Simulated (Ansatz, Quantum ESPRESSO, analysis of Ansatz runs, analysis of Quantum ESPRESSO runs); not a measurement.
# U centre (hydride ion on a halide site) in LiF: local vibrational mode against experiment (Quantum ESPRESSO)

Subject: U centre (hydride ion on a halide site) in LiF. Wanted: its local vibrational mode, in one set-up (PBE, GBRV 1.5 PBE, 64-site cell, PBE lattice, k: the zone centre alone, start relaxed with Ansatz). The model is a cell of 64 host atoms with 1 F taken out and 1 H put in. The frequencies come from force constants among the defect atom and its neighbours, with the masses of the isotopes named. A local or semilocal functional is the cheapest first rung.

What was measured. Threefold local mode of H-: 1024 cm⁻¹, by infrared absorption (4.2-77 K) (quoted in “Electronic Absorption and Internal and External Vibrational Data of Atomic and Molecular Ions Doped in Alkali Halide Crystals (NSRDS-NBS 52)”, 1974, S. C. Jain, A. V. R. Warrier, S. K. Agarwal, quoting earlier work (1969)). Threefold local mode of D-: 746 cm⁻¹, by infrared absorption (4.2-77 K) (quoted in “Electronic Absorption and Internal and External Vibrational Data of Atomic and Molecular Ions Doped in Alkali Halide Crystals (NSRDS-NBS 52)”, 1974, S. C. Jain, A. V. R. Warrier, S. K. Agarwal, quoting earlier work (1969)). The calculation is set beside it at the end.

Program: Quantum ESPRESSO 7.5. Level of theory: Quantum ESPRESSO plane-wave DFT, PBE, GBRV 1.5 PBE potentials; relaxation of all atoms of a defect supercell. Results are calculated unless marked as measured.

**1. Starting point**

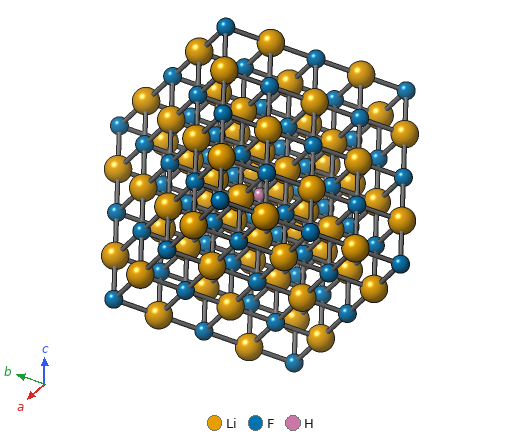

The starting structure, seen from a free direction (lithium orange, fluorine blue, hydrogen pink). Some periodic images of atoms are drawn too.

The cell holds 64 atoms: 32 Li, 31 F and 1 H. Cell: a = 8.131 Å, b = 8.131 Å, c = 8.131 Å, α = 90.0°, β = 90.0°, γ = 90.0°. It derives from LiF (space group Fm-3m). Nearest the centre at fractional (0.250, 0.500, 0.500): H31 at 0.00 Å, Li57 at 2.04 Å, Li19 at 2.04 Å, Li12 at 2.04 Å, Li25 at 2.04 Å, Li28 at 2.04 Å, Li27 at 2.04 Å, F8 at 2.87 Å.

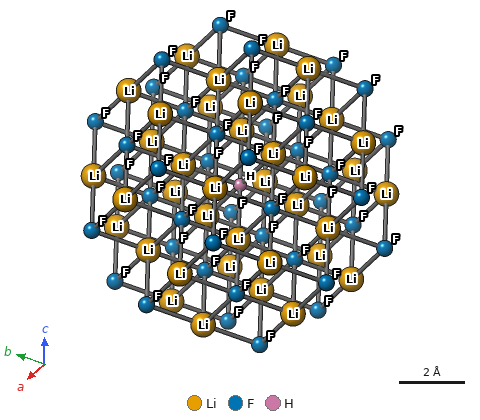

The atoms within 5 Å of the centre.

The host's primitive cell comes from a first run (Quantum ESPRESSO plane-wave DFT, PBE, GBRV 1.5 PBE potentials; relaxation of cell and atoms of a defect-free cell): vectors of 2.875, 2.875 and 2.875 Å. That is 8.40 Å³ an atom, 2.8 % over the diffraction cell's volume. The supercell is built on it.

This program's steps are dear, so the start below was first relaxed with Ansatz (plane-wave PAW DFT, PBE; 2.6 s).

**2. Relaxation, charge 0**

Every later number rests on the structure around the defect, so the atoms are relaxed at the host's lattice first.

The input, pw.in:

```
&CONTROL
  calculation = 'relax'
  prefix = 'pwscf'
  outdir = './tmp'
  pseudo_dir = './pseudo'
  tprnfor = .true.
  disk_io = 'low'
  nstep = 70
  forc_conv_thr = 0.00039
  etot_conv_thr = 0.0001
/
&SYSTEM
  ibrav = 0
  nat = 64
  ntyp = 3
  ecutwfc = 45
  ecutrho = 360
  nbnd = 161
  occupations = 'smearing'
  smearing = 'fd'
  degauss = 0.00073499
/
&ELECTRONS
  conv_thr = 6d-08
  electron_maxstep = 100
  mixing_beta = 0.5
/
&IONS
  ion_dynamics = 'bfgs'
/
ATOMIC_SPECIES
Li     6.9400 li_pbe_v1.4.uspp.F.UPF
F     18.9984 f_pbe_v1.4.uspp.F.UPF
H      1.0080 h_pbe_v1.4.uspp.F.UPF
CELL_PARAMETERS angstrom
   8.1305109237    0.0000000000    0.0000000000
   0.0000000000    8.1305109237    0.0000000000
   0.0000000000    0.0000000000    8.1305109237
ATOMIC_POSITIONS crystal
Li     0.0000006981    0.0000000000    0.0000000000
Li     0.0000370049    0.2500370049    0.2500370049
Li     0.2500000000    0.0000000000    0.2500425556
Li     0.2500000000    0.2500425556    0.0000000000
F      0.0000141556    0.0000000000    0.2500141556
F      0.0000141556    0.2500141556    0.0000000000
F      0.2500000000    0.0000000000    0.0000000000
F      0.2500000000    0.2500557010    0.2500557010
Li     0.0000425556    0.0000000000    0.5000000000
Li     0.0000370049    0.2500370049    0.7499629951
Li     0.2500000000    0.0000000000    0.7499574444
Li     0.2500000000    0.2496262811    0.5000000000
F      0.0000141556    0.0000000000    0.7499858444
F      0.0000557010    0.2500557010    0.5000000000
F      0.2500000000    0.0000000000    0.5000000000
F      0.2500000000    0.2500557010    0.7499442990
Li     0.0000425556    0.5000000000    0.0000000000
Li     0.0000370049    0.7499629951    0.2500370049
Li     0.2500000000    0.5000000000    0.2496262811
Li     0.2500000000    0.7499574444    0.0000000000
F      0.0000557010    0.5000000000    0.2500557010
F      0.0000141556    0.7499858444    0.0000000000
F      0.2500000000    0.5000000000    0.0000000000
F      0.2500000000    0.7499442990    0.2500557010
Li    -0.0003737189    0.5000000000    0.5000000000
Li     0.0000370049    0.7499629951    0.7499629951
Li     0.2500000000    0.5000000000    0.7503737189
Li     0.2500000000    0.7503737189    0.5000000000
F      0.0000557010    0.5000000000    0.7499442990
F      0.0000557010    0.7499442990    0.5000000000
H      0.2500000000    0.5000000000    0.5000000000
F      0.2500000000    0.7499442990    0.7499442990
Li     0.4999993019    0.0000000000    0.0000000000
Li     0.4999629951    0.2500370049    0.2500370049
Li     0.7500000000    0.0000000000    0.2500006981
Li     0.7500000000    0.2500006981    0.0000000000
F      0.4999858444    0.0000000000    0.2500141556
F      0.4999858444    0.2500141556    0.0000000000
F      0.7500000000    0.0000000000    0.0000000000
F      0.7500000000    0.2500141556    0.2500141556
Li     0.4999574444    0.0000000000    0.5000000000
Li     0.4999629951    0.2500370049    0.7499629951
Li     0.7500000000    0.0000000000    0.7499993019
Li     0.7500000000    0.2500425556    0.5000000000
F      0.4999858444    0.0000000000    0.7499858444
F      0.4999442990    0.2500557010    0.5000000000
F      0.7500000000    0.0000000000    0.5000000000
F      0.7500000000    0.2500141556    0.7499858444
Li     0.4999574444    0.5000000000    0.0000000000
Li     0.4999629951    0.7499629951    0.2500370049
Li     0.7500000000    0.5000000000    0.2500425556
Li     0.7500000000    0.7499993019    0.0000000000
F      0.4999442990    0.5000000000    0.2500557010
F      0.4999858444    0.7499858444    0.0000000000
F      0.7500000000    0.5000000000    0.0000000000
F      0.7500000000    0.7499858444    0.2500141556
Li     0.5003737189    0.5000000000    0.5000000000
Li     0.4999629951    0.7499629951    0.7499629951
Li     0.7500000000    0.5000000000    0.7499574444
Li     0.7500000000    0.7499574444    0.5000000000
F      0.4999442990    0.5000000000    0.7499442990
F      0.4999442990    0.7499442990    0.5000000000
F      0.7500000000    0.5000000000    0.5000000000
F      0.7500000000    0.7499858444    0.7499858444
K_POINTS gamma
```

Run with:

```
> OMP_NUM_THREADS=1 mpirun -n 8 pw.x -in pw.in > pw.out
```

Output:

```text
This program is part of the open-source Quantum ESPRESSO suite
     for quantum simulation of materials; please cite
         "P. Giannozzi et al., J. Phys.:Condens. Matter 21 395502 (2009);
         "P. Giannozzi et al., J. Phys.:Condens. Matter 29 465901 (2017);
         "P. Giannozzi et al., J. Chem. Phys. 152 154105 (2020);
          URL
     in publications or presentations arising from this work. More details at

     gamma-point specific algorithms are used
     Message from routine setup:
     using ibrav=0 with symmetry is DISCOURAGED, use correct ibrav instead

     Subspace diagonalization in iterative solution of the eigenvalue problem:
     one sub-group per band group will be used
     scalapack distributed-memory algorithm (size of sub-group:  2*  2 procs)

     --------------------
     sticks:   dense  smooth     PW     G-vecs:    dense   smooth      PW
     Min         846     422    105                52290    18510    2326
     Max         847     424    110                52298    18512    2329
     Sum        6769    3389    853               418349   148093   18613

     Using Slab Decomposition

     bravais-lattice index     =            0
     lattice parameter (alat)  =      15.3644  a.u.
     unit-cell volume          =    3627.0214 (a.u.)^3
     number of atoms/cell      =           64
     number of atomic types    =            3
     number of electrons       =       314.00
     number of Kohn-Sham states=          161
     kinetic-energy cutoff     =      45.0000  Ry
     charge density cutoff     =     360.0000  Ry
     scf convergence threshold =      6.0E-08
     mixing beta               =       0.5000
     number of iterations used =            8  plain     mixing
     energy convergence thresh.=      1.0E-04
     force convergence thresh. =      3.9E-04
     Exchange-correlation=  SLA  PW   PBX  PBC
                           (   1   4   3   4   0   0   0)
     nstep                     =           70

     celldm(1)=  15.364439  celldm(2)=   0.000000  celldm(3)=   0.000000
     celldm(4)=   0.000000  celldm(5)=   0.000000  celldm(6)=   0.000000

     crystal axes: (cart. coord. in units of alat)
               a(1) = (   1.000000   0.000000   0.000000 )
               a(2) = (   0.000000   1.000000   0.000000 )
               a(3) = (   0.000000   0.000000   1.000000 )

     reciprocal axes: (cart. coord. in units 2 pi/alat)
               b(1) = (  1.000000  0.000000  0.000000 )
               b(2) = (  0.000000  1.000000  0.000000 )
               b(3) = (  0.000000  0.000000  1.000000 )

     PseudoPot. # 1 for Li read from file:
     li_pbe_v1.4.uspp.F.UPF
     Pseudo is Ultrasoft, Zval =  3.0
     Generated by new atomic code, or converted to UPF format
     Using radial grid of  751 points,  5 beta functions with:
                l(1) =   0
                l(2) =   0
                l(3) =   0
                l(4) =   1
                l(5) =   1
     Q(r) pseudized with 10 coefficients,  rinner =    1.150   1.150   1.150

     PseudoPot. # 2 for F  read from file:
     f_pbe_v1.4.uspp.F.UPF
     Pseudo is Ultrasoft, Zval =  7.0
     Generated by new atomic code, or converted to UPF format
     Using radial grid of  799 points,  4 beta functions with:
                l(1) =   0
                l(2) =   0
                l(3) =   1
                l(4) =   1
     Q(r) pseudized with  8 coefficients,  rinner =    0.950   0.950   0.950

     PseudoPot. # 3 for H  read from file:
     h_pbe_v1.4.uspp.F.UPF
     Pseudo is Ultrasoft, Zval =  1.0
     Generated by new atomic code, or converted to UPF format
     Using radial grid of  615 points,  2 beta functions with:
                l(1) =   0
                l(2) =   0
     Q(r) pseudized with  8 coefficients,  rinner =    0.700

     atomic species   valence    mass     pseudopotential
     Li                3.00     6.94000     Li( 1.00)
     F                 7.00    18.99840     F ( 1.00)
     H                 1.00     1.00800     H ( 1.00)

     48 Sym. Ops., with inversion, found (40 have fractional translation)

   Cartesian axes

     site n.     atom                  positions (alat units)
         1        Li     tau(   1) = (   0.0000007   0.0000000   0.0000000  )
         2        Li     tau(   2) = (   0.0000370   0.2500370   0.2500370  )
         3        Li     tau(   3) = (   0.2500000   0.0000000   0.2500426  )
         4        Li     tau(   4) = (   0.2500000   0.2500426   0.0000000  )
         5        F      tau(   5) = (   0.0000142   0.0000000   0.2500142  )
         6        F      tau(   6) = (   0.0000142   0.2500142   0.0000000  )
         7        F      tau(   7) = (   0.2500000   0.0000000   0.0000000  )
         8        F      tau(   8) = (   0.2500000   0.2500557   0.2500557  )
         9        Li     tau(   9) = (   0.0000426   0.0000000   0.5000000  )
        10        Li     tau(  10) = (   0.0000370   0.2500370   0.7499630  )
        11        Li     tau(  11) = (   0.2500000   0.0000000   0.7499574  )
        12        Li     tau(  12) = (   0.2500000   0.2496263   0.5000000  )
        13        F      tau(  13) = (   0.0000142   0.0000000   0.7499858  )
        14        F      tau(  14) = (   0.0000557   0.2500557   0.5000000  )
[...]
SCF correction compared to forces is large: reduce conv_thr to get better values
     Energy error            =      3.7E-06 Ry
     Gradient error          =      5.6E-04 Ry/Bohr

     number of scf cycles    =   2
     number of bfgs steps    =   1

     energy             old  =   -1979.9966868418 Ry
     energy             new  =   -1979.9966905696 Ry

     CASE: energy            _new < energy            _old

     WARNING: bfgs curvature condition failed, Theta= 0.916
     new trust radius        =       0.0007075454 bohr
     new conv_thr            =       0.0000000006 Ry

ATOMIC_POSITIONS (crystal)
[...]
NEW-OLD atomic charge density approx. for the potential

     Self-consistent Calculation

[...]
Threshold (ethr) on eigenvalues was too large:
     Diagonalizing with lowered threshold

[...]
total energy              =   -1979.99669414 Ry
[...]
total energy              =   -1979.99669416 Ry
[...]
iteration #  3     ecut=    45.00 Ry     beta= 0.50
[...]
End of self-consistent calculation

          k = 0.0000 0.0000 0.0000 (  9307 PWs)   bands (ev):

[...]
10.8488

     the Fermi energy is     4.5171 ev

!    total energy              =   -1979.99669416 Ry
     estimated scf accuracy    <          5.4E-10 Ry
     smearing contrib. (-TS)   =       0.00000000 Ry
     internal energy E=F+TS    =   -1979.99669416 Ry

     The total energy is F=E-TS. E is the sum of the following terms:
     one-electron contribution =    -891.67137621 Ry
     hartree contribution      =     566.19948201 Ry
     xc contribution           =    -404.81784071 Ry
     ewald contribution        =   -1249.70695925 Ry

     convergence has been achieved in   3 iterations

     Forces acting on atoms (cartesian axes, Ry/au):

[...]
Total force =     0.001533     Total SCF correction =     0.000064
     Energy error            =      3.6E-06 Ry
     Gradient error          =      4.7E-04 Ry/Bohr

     number of scf cycles    =   3
     number of bfgs steps    =   2

     energy             old  =   -1979.9966905696 Ry
     energy             new  =   -1979.9966941641 Ry

     CASE: energy            _new < energy            _old

     new trust radius        =       0.0010613180 bohr
     new conv_thr            =       0.0000000006 Ry

ATOMIC_POSITIONS (crystal)
[...]
NEW-OLD atomic charge density approx. for the potential

     Self-consistent Calculation

     iteration #  1     ecut=    45.00 Ry     beta= 0.50
     Davidson diagonalization with overlap
     ethr =  1.00E-06,  avg # of iterations =  2.0

     Threshold (ethr) on eigenvalues was too large:
     Diagonalizing with lowered threshold

     Davidson diagonalization with overlap
     ethr =  7.95E-11,  avg # of iterations =  6.0

     total energy              =   -1979.99669877 Ry
     estimated scf accuracy    <       0.00000020 Ry

     iteration #  2     ecut=    45.00 Ry     beta= 0.50
     Davidson diagonalization with overlap
     ethr =  6.46E-11,  avg # of iterations =  2.0

     total energy              =   -1979.99669879 Ry
     estimated scf accuracy    <       0.00000001 Ry

     iteration #  3     ecut=    45.00 Ry     beta= 0.50
     Davidson diagonalization with overlap
     ethr =  3.67E-12,  avg # of iterations =  4.0

     total energy              =   -1979.99669880 Ry
     estimated scf accuracy    <          8.0E-10 Ry

     iteration #  4     ecut=    45.00 Ry     beta= 0.50
     Davidson diagonalization with overlap
     ethr =  2.55E-13,  avg # of iterations =  4.0

     End of self-consistent calculation

          k = 0.0000 0.0000 0.0000 (  9307 PWs)   bands (ev):

[...]
-0.2306  -0.1315  -0.1315  -0.1315   0.0472   0.0472   0.0472   0.0504
     0.0504   0.0504   0.0516   0.0516   0.0516   0.1625   0.1625   0.1625
     0.3009   0.3009   0.3009   0.3037   0.3045   0.3045   0.3045   0.3051
     0.3051   0.3126   0.3126   0.3126   0.3205   0.3205   0.3205   0.3205
     0.3205   0.5165   0.5165   0.5165   2.6099   9.5143  10.8509  10.8509
    10.8509

     the Fermi energy is     4.5189 ev

!    total energy              =   -1979.99669880 Ry
     estimated scf accuracy    <          1.5E-10 Ry
     smearing contrib. (-TS)   =       0.00000000 Ry
     internal energy E=F+TS    =   -1979.99669880 Ry

     The total energy is F=E-TS. E is the sum of the following terms:
     one-electron contribution =    -891.67604135 Ry
     hartree contribution      =     566.20073577 Ry
     xc contribution           =    -404.81799479 Ry
     ewald contribution        =   -1249.70339842 Ry

     convergence has been achieved in   4 iterations

     Forces acting on atoms (cartesian axes, Ry/au):

[...]
atom   60 type  1   force =     0.00000000    0.00001904    0.00000000
     atom   61 type  2   force =    -0.00002911    0.00000000   -0.00002911
     atom   62 type  2   force =    -0.00002911   -0.00002911   -0.00000000
     atom   63 type  2   force =     0.00000000    0.00000000    0.00000000
     atom   64 type  2   force =     0.00000000   -0.00006770   -0.00006770

     Total force =     0.001221     Total SCF correction =     0.000027
     Energy error            =      4.6E-06 Ry
     Gradient error          =      3.4E-04 Ry/Bohr

     bfgs converged in   4 scf cycles and   3 bfgs steps
     (criteria: energy <  1.0E-04 Ry, force <  3.9E-04 Ry/Bohr)

     End of BFGS Geometry Optimization

     Final energy             =   -1979.9966987965 Ry

     File ./tmp/pwscf.bfgs deleted, as requested
Begin final coordinates

ATOMIC_POSITIONS (crystal)
[...]
Li               0.7500000000        0.7499516865        0.5000000000
F                0.4999197063        0.5000000000        0.7499197063
F                0.4999197063        0.7499197063        0.5000000000
F                0.7500000000        0.5000000000        0.5000000000
F                0.7500000000        0.7499665046        0.7499665046
End final coordinates

=------------------------------------------------------------------------------=
   JOB DONE.
=------------------------------------------------------------------------------=
```

The job ended after 21 s (8 MPI ranks of Arm Neoverse V1, shared host; peak memory 0.85 GiB; 2.8 min of CPU time).

No atom moved by 0.005 Å in the relaxation.

Neighbours of H31 at the end:

```tsv
atom	distance (Å)
Li12	2.037
Li19	2.037
Li25	2.037
Li28	2.037
Li27	2.037
Li57	2.037
F21	2.874
F30	2.874
F29	2.874
F14	2.874
F8	2.874
F24	2.874
F32	2.874
F46	2.874
F16	2.874
F61	2.874
```

[end of part 1 of 2]

[Logs are printed without paths, hosts, clocks, repeated set-up lines and the standing remarks that a program may print on its own settings, such as how far it seeks lower states.]

[Hosts, paths, dates, database ids (printed as entryN), source tags and the programs' standing remarks are cut or masked in the printed files.]

[For some hosts the program warned that the k-mesh of the response run may be too coarse for force constants and the static dielectric constant; such warnings are not shown here.]
